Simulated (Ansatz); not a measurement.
## Single-point calculation, with input and output: WSe$_{2}$

WSe$_{2}$ (P-6m2, 3 atoms in the cell), computed with DFT PBE+D3(BJ), scalar-relativistic, plane waves, PAW, no spin polarisation (Ansatz 0.2.0).

The structure derives from a Materials Project entry. Figures and captions count atoms from 1; the log counts them from 0 in places.

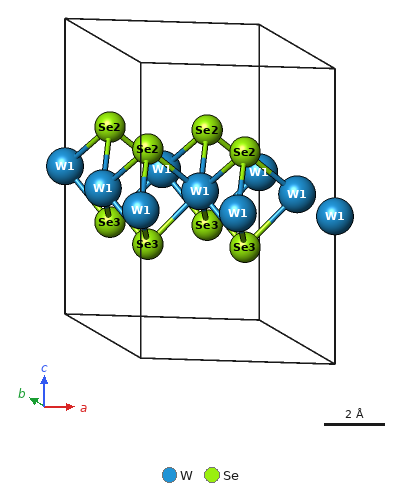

**Figure 1.** The structure as given in the input (ball-and-stick view of the 2 × 2 repeat of the cell, with the vacuum cut short, seen slightly off an axis; atoms are numbered from 1 in the order of the input). An atom can appear more than once, as a periodic image. Near neighbours in the periodic cell (some may lie outside the picture): W has 6 Se at 2.54 Å; Se has 3 W at 2.54 Å.

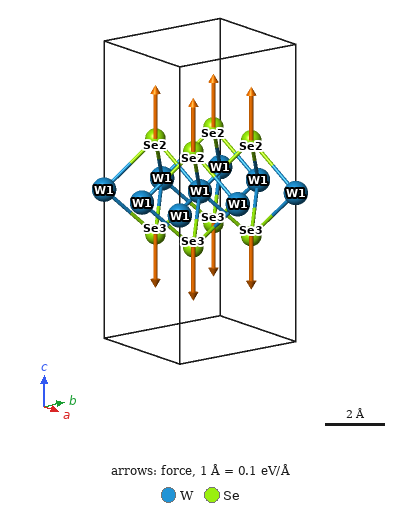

**Figure 2.** Forces on the atoms as orange arrows (ball-and-stick view of the 2 × 2 repeat of the cell, with the vacuum cut short, seen slightly off an axis; atoms are numbered from 1 in the order of the input). The largest act on Se2, Se3 (0.19 eV/Å). The geometry is not a stationary point of this energy.

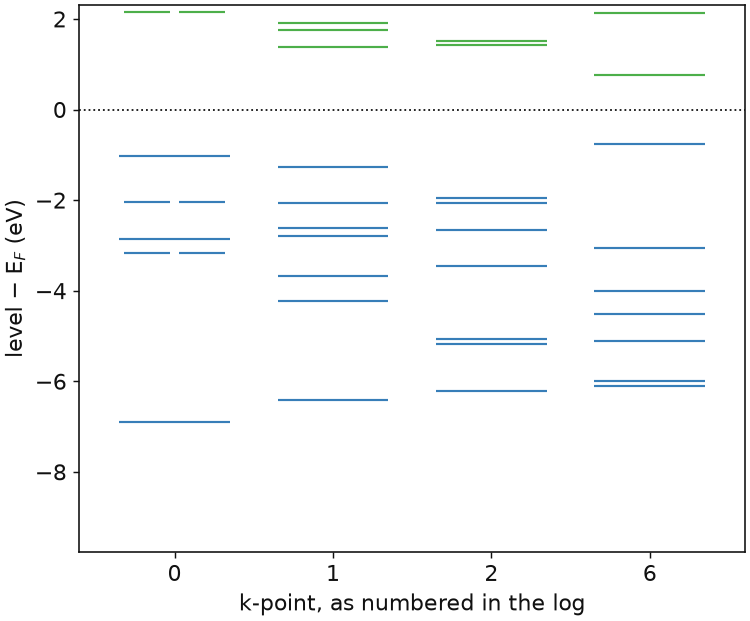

**Figure 3.** Kohn–Sham levels near the Fermi level (dotted) at the few k-points that the log prints; levels within 0.02 eV of each other stand side by side. Among these points the highest filled and lowest empty levels are 1.52 eV apart, which is the gap on the mesh.

These pictures come from the run below.

Input file:
```yaml
crystal:
  lattice:
    - [3.3179375931, 0.0, 0.0]
    - [-1.6589687966, 2.8734182438, 0.0]
    - [0.0, 0.0, 16.65814242]
  atoms:
    - { symbol: W, position: [0.0, 0.0, 0.0] }
    - { symbol: Se, position: [0.33333333, 0.66666667, 0.09978652] }
    - { symbol: Se, position: [0.33333333, 0.66666667, 0.90021348] }
basis:
  ecutwfc: 420
kpoints:
  mp_grid: { grid: [6, 6, 1] }
hamiltonian:
  xc: pbe
  dispersion: d3bj
scf:
  occupations: { method: gaussian, width: 0.1 }
output:
  forces: true
  stress: true
  eigenvalues: true
```

Launched with:
```bash
ansatz run input.yaml --threads 4 --pin off --max-ram 10240MiB --backend cpu --events-out ev --progress --plain --runs-dir out
```

The program's output:
```
Engine: ansatz 0.2.0, x86_64-unknown-linux-gnu
Pseudopotentials: kind: paw
Pseudopotential: W, paw, valence charge 14, recommended cutoff 420 eV (normal), W.paw.azcp
Pseudopotential: Se, paw, valence charge 16, recommended cutoff 420 eV (normal), Se.paw.azcp
Functional definition: PBE
  parameter kappa = 0.804
  parameter beta = 0.06672455060314922
  exchange = pbe_x(kappa = kappa, mu = beta*pi^2/3)
  correlation = pbe_c(beta = beta)
Crystal: 3 atoms, lattice volume = 158.816 Å³
Basis set: ecut = 420 eV, 3163 PW (Γ), exchange–correlation on 48×48×240 points (8 copies of the dense FFT grid, shifted against one another)
Bands: 28, of which v1, the nominal top of the filled ones, is band 23 counted from 1 (22 counted from 0)
Symmetry: 12 space group operations
Space group: P-6m2 (ITA 187), of the structure as read, at distance tolerance 5.4e-5 Å
k-points: 7 of 36 (time reversal used)
Non-local potential: W, projectors of the file, l = 0: 3, l = 1: 2, l = 2: 2, l = 3: 1
Non-local potential: Se, projectors of the file, l = 0: 2, l = 1: 2, l = 2: 3, l = 3: 1
PAW form: soft (Blöchl's): semilocal exchange-correlation on the pseudo side does not see the compensation charge
PAW one-centre angular grid: W, 590 points (default); XC on 64 Gauss nodes
PAW one-centre angular grid: Se, 590 points (default); XC on 64 Gauss nodes
Initial density: superposition of atomic densities (neutral atoms: chi_scale 0, normalization atom), corrected by the library's trained network
Initial wavefunctions: pseudopotential atomic-orbital guess
Functional: x = pbe(κ = 0.804, μ = 0.2195149727645171), c = pbe(β = 0.06672455060314922)
SCF iter   1: F=—  HF=-21325.644639 eV  |F-HF|=—  |Δ(HF+E_count)|=         —  Δρ=2.95e-3  dr2=6.18e-3  ethr=1.77e-3  ⟨swp⟩=7.9  Hψ=910  notcnv=0
preconditioner: auto → Resta (q_TF=auto, 2.219 Å⁻¹)  ε∞=3.0  [insulator: Δε(μ)=1.535 eV  Ē_g=8.757 eV  σ=0.100 eV  W_gap=1.00  n_scr=28 (ndim 8)  ℏωp=12.5 eV  f_vac=0.604  D(μ)=0.00/eV (n_scr^D=0)  ε∞_Penn≈3.0  vacuum switching on, ρ_ref=5.6e-3 e/Å³]
SCF iter   2: F=—  HF=-21325.649129 eV  |F-HF|=—  |Δ(HF+E_count)|=   4.49e-3  Δρ=1.61e-3  dr2=1.75e-3  ethr=1.34e-5  ⟨swp⟩=2.3  Hψ=339  notcnv=0  defer=3
SCF iter   3: F=—  HF=-21325.651144 eV  |F-HF|=—  |Δ(HF+E_count)|=   2.02e-3  Δρ=7.90e-4  dr2=8.07e-4  ethr=3.81e-6  ⟨swp⟩=2.0  Hψ=240  notcnv=0
automatic band count: iteration 3 solves 27 bands in place of 28: the levels show a gap, and the empty bands left out lie too high to hold charge; the band table lists the bands solved (type scf.n_extra_bands for more)
SCF iter   4: F=—  HF=-21325.651555 eV  |F-HF|=—  |Δ(HF+E_count)|=   4.11e-4  Δρ=8.97e-5  dr2=9.80e-6  ethr=1.75e-6  ⟨swp⟩=2.0  Hψ=242  notcnv=0
SCF iter   5: F=—  HF=-21325.651505 eV  |F-HF|=—  |Δ(HF+E_count)|=   4.98e-5  Δρ=2.56e-5  dr2=1.53e-6  ethr=2.13e-8  ⟨swp⟩=2.1  Hψ=351  notcnv=0
SCF iter   6: F=—  HF=-21325.651505 eV  |F-HF|=—  |Δ(HF+E_count)|=   2.27e-7  Δρ=6.39e-6  dr2=1.16e-7  ethr=3.33e-9  ⟨swp⟩=2.0  Hψ=250  notcnv=0
SCF iter   7: F=-21325.651505 eV  HF=-21325.651505 eV  |F-HF|=1.12e-8  |Δ(HF+E_count)|=   3.44e-8  Δρ=1.60e-6  dr2=7.23e-9  ethr=2.17e-10  ⟨swp⟩=6.9  Hψ=873  notcnv=0
SCF 1 converged in 7 iterations: F = -21325.651505 eV  dr2 = 7.23e-9
  greatest PAW one-centre occupation: 1.000 electrons in one spin orbital (limit 2), on the Se atom at site 2 (counted from 0), in its partial waves of l = 2
SCF converged after 7 iterations
Free energy (F): -21325.651505 eV
Harris-Foulkes:  -21325.651505 eV  (|F-HF|=1.12e-8)
Internal energy: -21325.651505 eV  (E = F + TS)
E sigma→0 (E₀):  -21325.651505 eV
Fermi energy:    2.446021 eV
--- Per-component energies (eV) ---
  E_band       = -1344.602522
  E_kinetic    = 688.562503
  E_local      = -32077.586849  (includes V_loc(G=0)·N_el)
  E_nonlocal   = -1189.901037
  E_hartree    = 15679.164484
  E_xc         = -475.979213
  E_vxc        = -436.007133  (∫ρ·V_xc dr)
  E_paw        = -12385.568641  (= ΣΔE_a)
  E_vpaw       = 312.016189  (= ΣTr[D̂ρ^β])
  E_aug_tail   = -0.001243  (compensation charges beyond the density's cutoff)
  E_ewald      = 8436.658425
  E_disp       = -0.999933  (pairwise vdW)
  E_smearing   = -0.000000  (= −TS)
  E_closure    = -0.000000  (closes the sum)
  Σ components = -21325.651505   (vs F -21325.651505, Δ=0.00e0)
--- Forces (eV/Å), atoms counted from 1 ---
  atom   1  W      0.00000000    -0.00000000     0.00000000
  atom   2  Se    -0.00000000     0.00000000     0.18662597
  atom   3  Se     0.00000000     0.00000000    -0.18662597
  max |Σ_I F_I| component: 2.78e-17 eV/Å
--- Stress (GPa, compression-positive) ---
       -0.623916       0.000000      -0.000000
        0.000000      -0.623916       0.000000
       -0.000000       0.000000       0.608525
  P = ⅓ Tr σ = -0.2131 GPa (-2.131 kbar)
--- Band table (eV; the first three rows and the last of 7) ---
  k-point 0: bands = ["-72.2872", "-45.8331", "-45.8331", "-45.8325", "-45.8325", "-45.7990", "-45.7990", "-45.7977", "-45.7977", "-45.7850", "-45.7827", "-36.5595", "-36.4513", "-36.4513", "-13.0584", "-11.7745", "-4.4597", "-0.7234", "-0.7234", "-0.4172", "0.4038", "0.4038", "1.4136", "4.6105", "4.6105", "4.8076", "4.8076"]
  k-point 1: bands = ["-72.2850", "-45.8329", "-45.8327", "-45.8321", "-45.8315", "-45.7992", "-45.7991", "-45.7984", "-45.7978", "-45.7845", "-45.7822", "-36.5483", "-36.5055", "-36.4639", "-12.6667", "-11.5833", "-3.9685", "-1.7717", "-1.2348", "-0.3511", "-0.1735", "0.3833", "1.1807", "3.8312", "4.2023", "4.3710", "5.2038"]
  k-point 2: bands = ["-72.2804", "-45.8331", "-45.8325", "-45.8300", "-45.8296", "-45.7996", "-45.7996", "-45.7994", "-45.7980", "-45.7836", "-45.7811", "-36.6122", "-36.5258", "-36.4889", "-11.7330", "-11.1390", "-3.7627", "-2.7311", "-2.6220", "-1.0042", "-0.2075", "0.3908", "0.4878", "3.8688", "3.9537", "4.9194", "5.9122"]
  k-point 6: bands = ["-72.2770", "-45.8314", "-45.8303", "-45.8302", "-45.8301", "-45.8008", "-45.7998", "-45.7988", "-45.7988", "-45.7830", "-45.7804", "-36.6128", "-36.5872", "-36.5090", "-10.8551", "-10.7105", "-3.6602", "-3.5427", "-2.6512", "-2.0618", "-1.5634", "-0.6114", "1.6842", "3.2079", "4.5870", "5.1956", "6.6016"]
```

Summary:

| quantity | value |
| --- | --- |
| outcome | converged |
| space group (tolerance 0.01 Å) | P-6m2 (187) |
| electrons treated | 46 |
| free energy | −21325.6515 eV |
| Fermi energy | 2.446 eV |
| gap on the k-point mesh | 1.52 eV |
| pressure | −0.21 GPa |
| largest force (length of the vector) | 0.187 eV/Å |
| hardware | 4 threads of AMD EPYC (Zen 3), 32 GiB of memory available, shared host |
| wall time | 0.95 s (CPU time 2.9 s) |
| peak memory | 0.43 GiB |

Spin–orbit coupling is left out, which matters for W.
